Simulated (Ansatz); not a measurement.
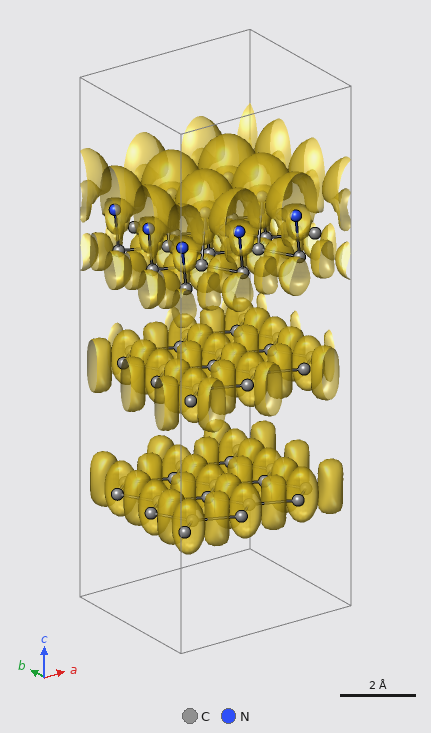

Figure 1: C$_{6}$N (slab). Isosurface of the electron localisation function at 0.75 (yellow), seen slightly off an axis. Core shells and regions of very low density are left out. Sticks mark near contacts.

The SCF solution may not be the lowest one; the program warned that a starting moment wasn't kept; spin-polarised, but the moments vanished.

Method: DFT PBE+D3(BJ), scalar-relativistic, plane waves, PAW in Ansatz.

Core electrons are frozen (PAW), and the valence fields are smoothed inside the atomic spheres.

> Describe the localisation domains.

At this value the surface marks out nine regions between bonded C–C atoms and one region on N in which the atom's valence shell and bonds are merged, counted in one cell of 7 atoms. Counts are for one cell; the picture repeats the cell along the surface. Along the contacts the grid gives the following. C–C (1.40 Å): the ELF peaks at about 0.90 between the atoms. C–N (1.47 Å): the ELF peaks at about 0.80 between the atoms.
